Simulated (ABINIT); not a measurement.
**Optical-spectrum calculation, with input and output: NbAs (part 1 of 2)**

The run: optical-spectrum calculation of NbAs (4 atoms in the cell). Method and program: Kohn-Sham DFT of a periodic cell, LDA, PseudoDojo NC SR LDA v0.4.1 standard, no spin polarisation (ABINIT 10.8.3).

The structure derives from an entry of the Crystallography Open Database.

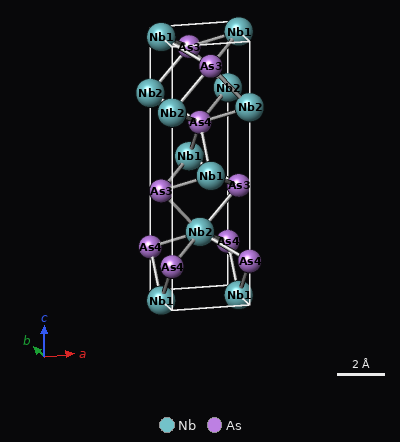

Fig. 1: The structure (ball-and-stick view of the cell 2 times as large as that of the calculation, set on its symmetry axes, seen slightly off an axis; atoms are numbered from 1 in the order of the input). An atom can appear more than once, as a periodic image.

### Results in brief

- outcome: converged
- space group (tolerance 0.01 Å): I4₁md (109)
- electrons treated: 56
- free energy: −9163.5121 eV
- Fermi energy: 11.224 eV
- gap on the k-point mesh: none (metallic)
- pressure: −5.73 GPa
- largest force (length of the vector): 0.273 eV/Å
- hardware: 4 threads of Intel Xeon @ 2.50GHz (Skylake/Cascade Lake), 189 GiB of memory available, shared host
- wall time: 64 min (CPU time 4.2 h)
- peak memory: 8.3 GiB

Further notes kept with the run: Slow version without MPI-IO support. Processors send data to master. Points of doubt noted for this run: no intraband term. The cell is under a tension of 5.7 GPa at this level, so it is not at its equilibrium volume.

### Input file
```
# Datasets
ndtset 3

# Pseudopotentials
pp_dirpath "./"
pseudos "Nb.upf, As.upf"

# Structure
acell 11.9610433297 11.9610433297 11.9610433297
rprim
    -0.2726671698     0.2726671698     0.9226620340
     0.2726671698    -0.2726671698     0.9226620340
     0.2726671698     0.2726671698    -0.9226620340
ntypat 2
znucl 41 33
natom 4
typat 1 1 2 2
xred
            1/2            0.0            1/2
            3/4            3/4            0.0
   0.9160000000   0.4160000000            1/2
   0.1660000000   0.1660000000            0.0

# Plane-wave basis
ecut 1088.455450 eV

# k points
ngkpt 12 12 12
nshiftk 1
shiftk 0.0 0.0 0.0
istwfk *1

# Exchange and correlation
ixc 7

# Bands and occupations
occopt 3
tsmear 0.00183747

# SCF cycle
nstep 80

# Output
iomode 3
prteig 0
prtebands 0

# Dataset 1: ground state
nband1 34
tolvrs1 1.0e-12
prtden1 1
prtwf1 0
kptopt1 1

# Dataset 2: empty bands at fixed density
iscf2 -3
getden2 1
nband2 40
nbdbuf2 4
tolwfr2 1.0e-12
nstep2 120
prtden2 0
kptopt2 1

# Dataset 3: wave functions and velocity matrix elements in the full zone
optdriver3 8
wfk_task3 "wfk_optics_fullbz"
getwfk3 2
nband3 36
kptopt3 1
prtevk3 1
inclvkb3 2
```

### File optic.abi
```
&FILES
 ddkfile_1 = 'runo_DS3_1_EVK.nc',
 ddkfile_2 = 'runo_DS3_2_EVK.nc',
 ddkfile_3 = 'runo_DS3_3_EVK.nc',
 wfkfile = 'runo_DS3_WFK.nc'
/
&PARAMETERS
 broadening = 0.005512,
 domega = 0.002,
 maxomega = 0.8,
 scissor = 0.000000,
 tolerance = 0.002
/
&COMPUTATIONS
 num_lin_comp = 2,
 lin_comp = 11,33,
 num_nonlin_comp = 0
/
```

Launch command:
```bash
mpirun --bind-to none -np 4 abinit run.abi > log 2>&1
optic optic.abi > optic.log 2>&1
```

### The program's output
```
.Version 10.8.3 of ABINIT
 DATASET    1 : space group I4_1 m d (#109); Bravais tI (body-center tetrag.)
================================================================================
 Values of the parameters that define the memory need for DATASET  1.
     intxc =       0    ionmov =       0      iscf =       7    lmnmax =       6
     lnmax =       6     mgfft =      72  mpssoang =       3    mqgrid =    3001
     natom =       4  nloc_mem =       1    nspden =       1   nspinor =       1
    nsppol =       1      nsym =       8    n1xccc =    2501    ntypat =       2
    occopt =       3   xclevel =       1
       mpw =        5715          nfft =      373248          nkpt =         163
================================================================================
================================================================================

 DATASET    2 : space group I4_1 m d (#109); Bravais tI (body-center tetrag.)
================================================================================
 Values of the parameters that define the memory need for DATASET  2.
     intxc =       0    ionmov =       0      iscf =      -3    lmnmax =       6
     lnmax =       6     mgfft =      72  mpssoang =       3    mqgrid =    3001
     natom =       4  nloc_mem =       1    nspden =       1   nspinor =       1
    nsppol =       1      nsym =       8    n1xccc =    2501    ntypat =       2
    occopt =       3   xclevel =       1
       mpw =        5715          nfft =      373248          nkpt =         163
================================================================================
================================================================================

 DATASET    3 : space group I4_1 m d (#109); Bravais tI (body-center tetrag.)
================================================================================
 Values of the parameters that define the memory need for DATASET  3.
     intxc =       0    ionmov =       0      iscf =       7    lmnmax =       6
     lnmax =       6     mgfft =      72  mpssoang =       3    mqgrid =    3001
     natom =       4  nloc_mem =       1    nspden =       1   nspinor =       1
    nsppol =       1      nsym =       8    n1xccc =    2501    ntypat =       2
    occopt =       3   xclevel =       1
       mpw =        5715          nfft =      373248          nkpt =         163
================================================================================
================================================================================

--------------------------------------------------------------------------------
------------- Echo of variables that govern the present computation ------------
--------------------------------------------------------------------------------
 -outvars: echo values of preprocessed input variables --------
            acell      1.1961043330E+01  1.1961043330E+01  1.1961043330E+01 Bohr
              amu      9.29063800E+01  7.49215900E+01
             ecut      4.00000000E+01 Hartree
           getden1          0
           getden2          1
           getden3          0
           getwfk1          0
           getwfk2          0
           getwfk3          2
             iscf1          7
             iscf2         -3
             iscf3          7
                       outvar_i_n : Printing only first  50 k-points.
              ixc           7
           jdtset        1    2    3
                       outvar_i_n : Printing only first  50 k-points.
         kptrlatt       12    0    0      0   12    0      0    0   12
          kptrlen      7.82732120E+01
            natom           4
            nband1         34
            nband2         40
            nband3         36
           nbdbuf1          0
           nbdbuf2          4
           nbdbuf3          0
           ndtset           3
            ngfft          72      72      72
             nkpt         163
            nstep1         80
            nstep2        120
            nstep3         80
             nsym           8
           ntypat           2
                       prtocc : prtvol=0, do not print more k-points.
                       prtocc : prtvol=0, do not print more k-points.
                       prtocc : prtvol=0, do not print more k-points.
           occopt           3
        optdriver1          0
        optdriver2          0
        optdriver3          8
           prtden1          1
           prtden2          0
           prtden3          1
        prtebands           0
           prteig           0
           prtevk1          0
           prtevk2          0
           prtevk3          1
            prtwf1          0
            prtwf2          1
            prtwf3          1
            rprim     -2.7266716980E-01  2.7266716980E-01  9.2266203400E-01
                       2.7266716980E-01 -2.7266716980E-01  9.2266203400E-01
                       2.7266716980E-01  2.7266716980E-01 -9.2266203400E-01
          spgroup         109
           tolvrs1     1.00000000E-12
           tolvrs2     0.00000000E+00
           tolvrs3     0.00000000E+00
           tolwfr1     0.00000000E+00
           tolwfr2     1.00000000E-12
           tolwfr3     0.00000000E+00
           tsmear      1.83747000E-03 Hartree
            typat      1  1  2  2
         wfk_task1          0
         wfk_task2          0
         wfk_task3          7
                       outvars : Printing only first  50 k-points.
           xangst      0.0000000000E+00  1.7258499990E+00  0.0000000000E+00
                      -7.4270449861E-18 -7.4270449861E-18  8.7599999937E+00
                      -2.1330486495E-16  1.7258499990E+00  4.8588799965E+00
                       1.3529402909E-17 -1.6817108156E-17  1.9388799986E+00
            xcart      0.0000000000E+00  3.2613838326E+00  0.0000000000E+00
                      -1.4035080949E-17 -1.4035080949E-17  1.6554000851E+01
                      -4.0308777608E-16  3.2613838326E+00  9.1819524720E+00
                       2.5566866144E-17 -3.1779728644E-17  3.6639521884E+00
             xred      5.0000000000E-01  1.6717912244E-17  5.0000000000E-01
                       7.5000000000E-01  7.5000000000E-01 -4.3034128055E-18
                       9.1600000000E-01  4.1600000000E-01  5.0000000000E-01
                       1.6600000000E-01  1.6600000000E-01 -9.5248870094E-19
            znucl       41.00000   33.00000

================================================================================

 chkinp: Checking input parameters for consistency, jdtset=   1.

 chkinp: Checking input parameters for consistency, jdtset=   2.

 chkinp: Checking input parameters for consistency, jdtset=   3.

================================================================================
== DATASET  1 ==================================================================

--- !DatasetInfo
iteration_state: {dtset: 1, }
dimensions: {natom: 4, nkpt: 163, mband: 34, nsppol: 1, nspinor: 1, nspden: 1, mpw: 5715, }
cutoff_energies: {ecut:  40.0, pawecutdg:  -1.0, }
electrons: {nelect:   5.60000000E+01, charge:   0.00000000E+00, occopt:   3.00000000E+00, tsmear:   1.83747000E-03, }
meta: {optdriver: 0, ionmov: 0, optcell: 0, iscf: 7, paral_kgb: 0, }
...

 Exchange-correlation functional for the present dataset will be:
  LDA: Perdew-Wang 92 LSD fit to Ceperley-Alder data - ixc=7
  J.P.Perdew and Y.Wang, PRB 45, 13244 (1992)

 Real(R)+Recip(G) space primitive vectors, cartesian coordinates (Bohr,Bohr^-1):
 R(1)= -3.2613838  3.2613838 11.0360006  G(1)=  0.0000000  0.1533092  0.0453063
 R(2)=  3.2613838 -3.2613838 11.0360006  G(2)=  0.1533092  0.0000000  0.0453063
 R(3)=  3.2613838  3.2613838-11.0360006  G(3)=  0.1533092  0.1533092  0.0000000
 Unit cell volume ucvol=  4.6954318E+02 bohr^3
 Angles (23,13,12)=  1.48353918E+02  1.48353918E+02  4.53631816E+01 degrees

 getcut: wavevector=  0.0000  0.0000  0.0000  ngfft=  72  72  72
         ecut(hartree)=     40.000   => boxcut(ratio)=   2.11511

--- Pseudopotential description ------------------------------------------------
- pspini: atom type   1  psp file is ./Nb.upf
  41.00000  13.00000  180309                  znucl, zion, pspdat
12 -1012 2 -1 1640                            pspcod,pspxc,lmax,lloc,mmax
     nproj     2     2     2

- pspini: atom type   2  psp file is ./As.upf
  33.00000  15.00000  180309                  znucl, zion, pspdat
12 -1012 2 -1 1326                            pspcod,pspxc,lmax,lloc,mmax
     nproj     2     2     2

   4.89078247E+03                                ecore*ucvol(ha*bohr**3)
--------------------------------------------------------------------------------

================================================================================

--- !BeginCycle
iteration_state: {dtset: 1, }
solver: {iscf: 7, nstep: 80, nline: 4, wfoptalg: 0, }
tolerances: {tolvrs: 1.00E-12, }
...

     iter   Etot(hartree)      deltaE(h)  residm     vres2
 ETOT  1  -334.78088457248    -3.348E+02 1.337E+00 1.162E+03
 ETOT  2  -336.74382750868    -1.963E+00 9.177E-02 1.079E+02
 ETOT  3  -336.75151465674    -7.687E-03 2.648E-02 2.407E+01
 ETOT  4  -336.75278094632    -1.266E-03 1.366E-02 1.186E+00
 ETOT  5  -336.75285318767    -7.224E-05 9.391E-03 7.997E-02
 ETOT  6  -336.75285769110    -4.503E-06 6.061E-03 6.253E-03
 ETOT  7  -336.75285812060    -4.295E-07 4.760E-03 9.873E-06
 ETOT  8  -336.75285813242    -1.182E-08 3.417E-03 1.118E-06
 ETOT  9  -336.75285813356    -1.141E-09 2.171E-03 5.766E-08
 ETOT 10  -336.75285813367    -1.099E-10 1.432E-03 1.290E-09
 ETOT 11  -336.75285813368    -5.514E-12 1.268E-03 3.971E-10
 ETOT 12  -336.75285813368    -3.979E-13 1.017E-03 1.102E-12
 ETOT 13  -336.75285813369    -1.614E-11 6.405E-04 3.608E-12
 ETOT 14  -336.75285813369     2.956E-12 6.071E-04 9.595E-16

 At SCF step   14       vres2   =  9.60E-16 < tolvrs=  1.00E-12 =>converged.

 Cartesian components of stress tensor (hartree/bohr^3)
  sigma(1 1)=  2.12408606E-04  sigma(3 2)=  0.00000000E+00
  sigma(2 2)=  2.12408606E-04  sigma(3 1)=  0.00000000E+00
  sigma(3 3)=  1.59275975E-04  sigma(2 1)=  0.00000000E+00

--- !ResultsGS
iteration_state: {dtset: 1, }
comment   : Summary of ground state results
lattice_vectors:
- [ -3.2613838,   3.2613838,  11.0360006, ]
- [  3.2613838,  -3.2613838,  11.0360006, ]
- [  3.2613838,   3.2613838, -11.0360006, ]
lattice_lengths: [  11.96104,   11.96104,   11.96104, ]
lattice_angles: [148.354, 148.354,  45.363, ] # degrees, (23, 13, 12)
lattice_volume:   4.6954318E+02
convergence: {deltae:  2.956E-12, res2:  9.595E-16, residm:  6.071E-04, diffor: null, }
etotal    :  -3.36752858E+02
entropy   :   0.00000000E+00
fermie    :   4.12487924E-01
cartesian_stress_tensor: # hartree/bohr^3
- [  2.12408606E-04,   0.00000000E+00,   0.00000000E+00, ]
- [  0.00000000E+00,   2.12408606E-04,   0.00000000E+00, ]
- [  0.00000000E+00,   0.00000000E+00,   1.59275975E-04, ]
pressure_GPa:  -5.7282E+00
xred      :
- [  5.0000E-01,   1.6718E-17,   5.0000E-01, Nb]
- [  7.5000E-01,   7.5000E-01,  -4.3034E-18, Nb]
- [  9.1600E-01,   4.1600E-01,   5.0000E-01, As]
- [  1.6600E-01,   1.6600E-01,  -9.5249E-19, As]
cartesian_forces: # hartree/bohr
- [ -5.61570697E-19,  -1.42893244E-18,  -5.30997037E-03, ]
- [ -9.54439146E-19,  -1.82180088E-18,  -5.30997037E-03, ]
- [  1.62536666E-18,   2.49272840E-18,   5.30997037E-03, ]
- [ -1.09356816E-19,   7.58004922E-19,   5.30997037E-03, ]
force_length_stats: {min:   5.30997037E-03, max:   5.30997037E-03, mean:   5.30997037E-03, }
...

 Integrated electronic density in atomic spheres:
```
